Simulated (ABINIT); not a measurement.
# Geometry relaxation, with input and output: TiSi2 (part 1 of 3)

The run: geometry relaxation of TiSi2 (P6/mmm, 3 atoms in the cell). Method and program: Kohn-Sham DFT of a periodic cell, PW91, JTH PAW PBE v2.0, no spin polarisation (ABINIT 10.8.3).

The structure was built on a prototype by a generator; it need not be a known phase.

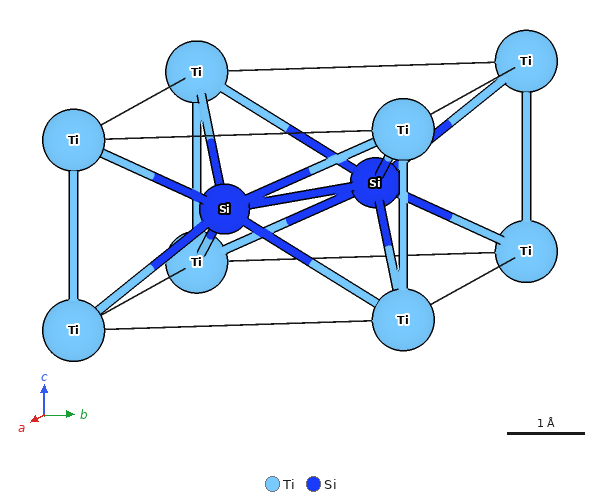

Fig. 1: The starting structure (ball-and-stick view of the cell of the calculation, seen slightly off an axis). An atom can appear more than once, as a periodic image. Near neighbours in the periodic cell (some may lie outside the picture): Ti has 12 Si at 2.83 Å and 2 Ti at 2.56 Å; Si has 5 Si at 2.53 to 2.56 Å and 6 Ti at 2.83 Å.

### Input
```
# Pseudopotentials
pp_dirpath "./"
pseudos "Ti.GGA_PBE-JTH.xml, Si.GGA_PBE-JTH.xml"

# Structure
acell 3*1.0 Angstrom
rprim
     4.3746400000     0.0000000000     0.0000000000
    -2.1873200000     3.7885500000     0.0000000000
     0.0000000000     0.0000000000     2.5610100000
ntypat 2
znucl 22 14
natom 3
typat 1 2 2
xred
     0.0000000000     0.0000000000     0.0000000000
     0.3333300000     0.6666700000     0.5000000000
     0.6666700000     0.3333300000     0.5000000000
chkprim 0
chksymtnons 0
tolsym 1.0e-6

# Plane-wave basis
ecut 18.0
pawecutdg 36.0
pawxcdev 0
pawovlp -1

# k points
kptopt 1
ngkpt 7 7 10
nshiftk 1
shiftk 0.0 0.0 0.0

# Exchange and correlation
ixc -109134

# Bands and occupations
nband 14
occopt 3
tsmear 0.05 eV

# SCF cycle
nstep 100
tolvrs 1.0e-9

# Output
iomode 3
prtwf 0
prtden 0
prteig 0
prtebands 0
enunit 1

# Relaxation
ionmov 2
ntime 60
tolmxf 0.0005
optcell 2
dilatmx 1.08
ecutsm 0.5
```

Hardware: 1 thread of AMD EPYC (Zen 5), 16 GiB of memory available, shared host.

Run as:
```bash
abinit run.abi > log 2>&1
```

### The program's output
```
.Version 10.8.3 of ABINIT
 Symmetries : space group Cm m m (# 65); Bravais oC (1-face-center ortho.)
================================================================================
 Values of the parameters that define the memory need of the present run
     intxc =       0    ionmov =       2      iscf =      17    lmnmax =      18
     lnmax =       6     mgfft =      36  mpssoang =       3    mqgrid =    3001
     natom =       3  nloc_mem =       2    nspden =       1   nspinor =       1
    nsppol =       1      nsym =       8    n1xccc =       1    ntypat =       2
    occopt =       3   xclevel =       2
       mpw =        1332          nfft =       25920          nkpt =          96
 PAW method is used; the additional fine FFT grid is defined by:
   mgfftf=        50    nfftf =     75000
================================================================================
================================================================================

--------------------------------------------------------------------------------
------------- Echo of variables that govern the present computation ------------
--------------------------------------------------------------------------------
 -outvars: echo values of preprocessed input variables --------
            acell      8.2668720130E+00  8.2668720130E+00  4.8396075057E+00 Bohr
              amu      4.78800000E+01  2.80855000E+01
          chkprim           0
      chksymtnons           0
          dilatmx      1.08000000E+00
             ecut      1.80000000E+01 Hartree
           ecutsm      5.00000000E-01 Hartree
           enunit           1
           ionmov           2
                       outvar_i_n : Printing only first  50 k-points.
              ixc     -109134
                       outvar_i_n : Printing only first  50 k-points.
         kptrlatt        7    0    0      0    7    0      0    0   10
          kptrlen      4.83960751E+01
            natom           3
            nband          14
            ngfft          36      36      20
          ngfftdg          50      50      30
             nkpt          96
            nstep         100
             nsym           8
            ntime          60
           ntypat           2
                       prtocc : prtvol=0, do not print more k-points.
           occopt           3
          optcell           2
        pawecutdg      3.60000000E+01 Hartree
          pawovlp     -1.0000000000E+00
         pawxcdev           0
           prtden           0
        prtebands           0
           prteig           0
            prtwf           0
            rprim      1.0000000000E+00  1.0759543262E-07  0.0000000000E+00
                      -5.0000003106E-01  8.6602538585E-01  0.0000000000E+00
                       0.0000000000E+00  0.0000000000E+00  1.0000000000E+00
          spgroup          65
           tolmxf      5.00000000E-04
           tolsym      1.00000000E-06
           tolvrs      1.00000000E-09
           tsmear      1.83746611E-03 Hartree
            typat      1  2  2
           useylm           1
                       outvars : Printing only first  50 k-points.
           xangst      0.0000000000E+00  0.0000000000E+00  0.0000000000E+00
                      -2.1963786397E-05  2.5257124716E+00  1.2805050000E+00
                       2.1873419638E+00  1.2628375284E+00  1.2805050000E+00
            xcart      0.0000000000E+00  0.0000000000E+00  0.0000000000E+00
                      -4.1505540978E-05  4.7729048441E+00  2.4198037529E+00
                       4.1334772553E+00  2.3864170702E+00  2.4198037529E+00
             xred      0.0000000000E+00  0.0000000000E+00  0.0000000000E+00
                       3.3333000000E-01  6.6667000000E-01  5.0000000000E-01
                       6.6667000000E-01  3.3333000000E-01  5.0000000000E-01
            znucl       22.00000   14.00000

================================================================================

 chkinp: Checking input parameters for consistency.

================================================================================
== DATASET  1 ==================================================================

--- !DatasetInfo
iteration_state: {dtset: 1, }
dimensions: {natom: 3, nkpt: 96, mband: 14, nsppol: 1, nspinor: 1, nspden: 1, mpw: 1332, }
cutoff_energies: {ecut:  18.0, pawecutdg:  36.0, }
electrons: {nelect:   2.00000000E+01, charge:   0.00000000E+00, occopt:   3.00000000E+00, tsmear:   1.83746611E-03, }
meta: {optdriver: 0, ionmov: 2, optcell: 2, iscf: 17, paral_kgb: 0, }
...

 Real(R)+Recip(G) space primitive vectors, cartesian coordinates (Bohr,Bohr^-1):
 R(1)=  8.2668720  0.0000009  0.0000000  G(1)=  0.1209647  0.0698390  0.0000000
 R(2)= -4.1334363  7.1593210  0.0000000  G(2)= -0.0000000  0.1396780  0.0000000
 R(3)=  0.0000000  0.0000000  4.8396075  G(3)=  0.0000000  0.0000000  0.2066283
 Unit cell volume ucvol=  2.8643311E+02 bohr^3
 Angles (23,13,12)=  9.00000000E+01  9.00000000E+01  1.19999996E+02 degrees

 Coarse grid specifications (used for wave-functions):

 getcut: wavevector=  0.0000  0.0000  0.0000  ngfft=  36  36  20
         ecut(hartree)=     20.995   => boxcut(ratio)=   2.00352

 Fine grid specifications (used for densities):

 getcut: wavevector=  0.0000  0.0000  0.0000  ngfft=  50  50  30
         ecut(hartree)=     41.990   => boxcut(ratio)=   2.07398

--- Pseudopotential description ------------------------------------------------
- pspini: atom type   1  psp file is ./Ti.GGA_PBE-JTH.xml
 Pseudopotential format is: paw10
 basis_size (lnmax)=  6 (lmn_size= 18), orbitals=   0   0   1   1   2   2
 Spheres core radius: rc_sph= 2.30802695
 Shapefunction is BESSEL type: shapef(r,l)=aa(1,l)*jl(q(1,l)*r)+aa(2,l)*jl(q(2,l)*r)
 Radius for shape functions =  2.01037111
 Compensation charge density is not taken into account in XC energy/potential

- pspini: atom type   2  psp file is ./Si.GGA_PBE-JTH.xml
 Pseudopotential format is: paw10
 basis_size (lnmax)=  4 (lmn_size=  8), orbitals=   0   0   1   1
 Spheres core radius: rc_sph= 1.90944987
 Shapefunction is BESSEL type: shapef(r,l)=aa(1,l)*jl(q(1,l)*r)+aa(2,l)*jl(q(2,l)*r)
 Radius for shape functions =  1.60149249
 Compensation charge density is not taken into account in XC energy/potential

   6.99201800E+02                                ecore*ucvol(ha*bohr**3)
--------------------------------------------------------------------------------

================================================================================

=== [ionmov= 2] Broyden-Fletcher-Goldfarb-Shanno method (forces)
================================================================================

--- Iteration: ( 1/60) Internal Cycle: (1/1)
--------------------------------------------------------------------------------

---SELF-CONSISTENT-FIELD CONVERGENCE--------------------------------------------

--- !BeginCycle
iteration_state: {dtset: 1, itime: 1, icycle: 1, }
solver: {iscf: 17, nstep: 100, nline: 4, wfoptalg: 10, }
tolerances: {tolvrs: 1.00E-09, }
...

     iter   Etot(hartree)      deltaE(h)  residm     nres2
 ETOT  1  -65.330881161826    -6.533E+01 4.921E+00 1.008E+01
 ETOT  2  -66.730601103830    -1.400E+00 2.272E-01 3.880E+00
 ETOT  3  -66.721853114748     8.748E-03 7.336E-02 1.943E+00
 ETOT  4  -66.720466737098     1.386E-03 3.171E-02 2.973E-01
 ETOT  5  -66.721129374431    -6.626E-04 6.073E-03 1.526E-02
 ETOT  6  -66.721790555132    -6.612E-04 2.131E-03 1.279E-02
 ETOT  7  -66.722069221313    -2.787E-04 4.047E-03 1.005E-03
 ETOT  8  -66.722246809235    -1.776E-04 6.582E-04 1.404E-03
 ETOT  9  -66.722347792907    -1.010E-04 1.298E-03 7.125E-05
 ETOT 10  -66.722408874457    -6.108E-05 4.828E-04 2.813E-04
 ETOT 11  -66.722445421402    -3.655E-05 2.166E-04 4.423E-06
 ETOT 12  -66.722468777570    -2.336E-05 1.272E-03 7.987E-05
 ETOT 13  -66.722484189347    -1.541E-05 2.958E-04 6.574E-06
 ETOT 14  -66.722494701615    -1.051E-05 2.261E-03 3.949E-05
 ETOT 15  -66.722502022313    -7.321E-06 2.517E-04 2.171E-05
 ETOT 16  -66.722507202942    -5.181E-06 1.143E-03 4.163E-05
 ETOT 17  -66.722510926433    -3.723E-06 1.656E-04 1.427E-05
 ETOT 18  -66.722513682343    -2.756E-06 5.269E-05 2.736E-05
 ETOT 19  -66.722515725752    -2.043E-06 4.196E-05 3.641E-05
 ETOT 20  -66.722517163287    -1.438E-06 6.272E-05 3.306E-05
 ETOT 21  -66.722518224039    -1.061E-06 1.320E-05 1.273E-05
 ETOT 22  -66.722519041877    -8.178E-07 4.680E-05 7.013E-06
 ETOT 23  -66.722519690987    -6.491E-07 9.819E-06 2.781E-05
 ETOT 24  -66.722520136555    -4.456E-07 1.992E-05 1.366E-05
 ETOT 25  -66.722520486196    -3.496E-07 8.862E-06 8.087E-06
 ETOT 26  -66.722520744243    -2.580E-07 2.108E-05 5.665E-07
 ETOT 27  -66.722520956260    -2.120E-07 1.384E-05 1.122E-08
 ETOT 28  -66.722521119392    -1.631E-07 2.268E-05 2.945E-08
 ETOT 29  -66.722521243728    -1.243E-07 8.186E-06 2.140E-09
 ETOT 30  -66.722521339511    -9.578E-08 2.404E-05 2.109E-08
 ETOT 31  -66.722521413533    -7.402E-08 5.378E-06 1.457E-09
 ETOT 32  -66.722521470915    -5.738E-08 2.550E-05 2.209E-08
 ETOT 33  -66.722521515330    -4.442E-08 3.634E-06 2.192E-09
 ETOT 34  -66.722521549885    -3.455E-08 2.691E-05 1.408E-08
 ETOT 35  -66.722521576761    -2.688E-08 3.189E-06 2.189E-09
 ETOT 36  -66.722521597698    -2.094E-08 2.830E-05 1.181E-08
 ETOT 37  -66.722521614021    -1.632E-08 3.202E-06 3.705E-09
 ETOT 38  -66.722521626754    -1.273E-08 2.949E-05 1.209E-08
 ETOT 39  -66.722521636670    -9.916E-09 3.210E-06 4.756E-09
 ETOT 40  -66.722521644424    -7.754E-09 3.002E-05 1.101E-08
 ETOT 41  -66.722521650468    -6.044E-09 3.375E-06 5.455E-09
 ETOT 42  -66.722521655200    -4.731E-09 1.754E-05 9.446E-09
 ETOT 43  -66.722521658904    -3.705E-09 4.647E-06 5.924E-09
 ETOT 44  -66.722521661817    -2.913E-09 6.632E-06 9.804E-09
 ETOT 45  -66.722521664082    -2.266E-09 5.796E-06 6.387E-09
 ETOT 46  -66.722521665853    -1.770E-09 5.243E-06 8.889E-09
 ETOT 47  -66.722521667249    -1.396E-09 6.148E-06 6.896E-09
 ETOT 48  -66.722521668339    -1.089E-09 5.182E-06 9.322E-09
 ETOT 49  -66.722521669199    -8.608E-10 8.081E-06 7.278E-09
 ETOT 50  -66.722521669870    -6.702E-10 5.190E-06 9.069E-09
 ETOT 51  -66.722521670426    -5.565E-10 9.651E-06 7.889E-09
 ETOT 52  -66.722521670854    -4.277E-10 5.383E-06 8.208E-09
 ETOT 53  -66.722521671167    -3.132E-10 7.202E-06 8.253E-09
 ETOT 54  -66.722521671412    -2.454E-10 5.418E-06 1.009E-08
 ETOT 55  -66.722521671602    -1.899E-10 5.656E-06 1.031E-08
 ETOT 56  -66.722521671773    -1.706E-10 5.176E-06 9.012E-09
 ETOT 57  -66.722521671942    -1.689E-10 4.524E-06 1.943E-09
 ETOT 58  -66.722521672100    -1.581E-10 4.184E-06 4.688E-09
 ETOT 59  -66.722521672133    -3.344E-11 3.870E-06 3.985E-10

 At SCF step   59       nres2   =  3.98E-10 < tolvrs=  1.00E-09 =>converged.

 Cartesian components of stress tensor (hartree/bohr^3)
  sigma(1 1)= -2.99359518E-05  sigma(3 2)=  0.00000000E+00
  sigma(2 2)= -2.99618846E-05  sigma(3 1)=  0.00000000E+00
  sigma(3 3)=  1.93501092E-05  sigma(2 1)= -2.24584793E-08

--- !ResultsGS
iteration_state: {dtset: 1, itime: 1, icycle: 1, }
comment   : Summary of ground state results
lattice_vectors:
- [  8.2668720,   0.0000009,   0.0000000, ]
- [ -4.1334363,   7.1593210,   0.0000000, ]
- [  0.0000000,   0.0000000,   4.8396075, ]
lattice_lengths: [   8.26687,    8.26687,    4.83961, ]
lattice_angles: [ 90.000,  90.000, 120.000, ] # degrees, (23, 13, 12)
lattice_volume:   2.8643311E+02
convergence: {deltae: -3.344E-11, res2:  3.985E-10, residm:  3.870E-06, diffor: null, }
etotal    :  -6.67225217E+01
entropy   :   0.00000000E+00
fermie    :   3.58897174E-01
cartesian_stress_tensor: # hartree/bohr^3
- [ -2.99359518E-05,  -2.24584793E-08,   0.00000000E+00, ]
- [ -2.24584793E-08,  -2.99618846E-05,   0.00000000E+00, ]
- [  0.00000000E+00,   0.00000000E+00,   1.93501092E-05, ]
pressure_GPa:   3.9765E-01
xred      :
- [  0.0000E+00,   0.0000E+00,   0.0000E+00, Ti]
- [  3.3333E-01,   6.6667E-01,   5.0000E-01, Si]
- [  6.6667E-01,   3.3333E-01,   5.0000E-01, Si]
cartesian_forces: # hartree/bohr
- [ -0.00000000E+00,  -0.00000000E+00,  -0.00000000E+00, ]
- [  4.81156173E-06,  -2.77795600E-06,  -1.30400807E-30, ]
- [ -4.81156173E-06,   2.77795600E-06,   1.30400807E-30, ]
force_length_stats: {min:   0.00000000E+00, max:   5.55591269E-06, mean:   3.70394180E-06, }
...

 Integrated electronic density in atomic spheres:
 ------------------------------------------------
 Atom  Sphere_radius  Integrated_density
    1        2.30803         10.31903599
    2        1.90945          1.52870116
    3        1.90945          1.52870116

---OUTPUT-----------------------------------------------------------------------
```
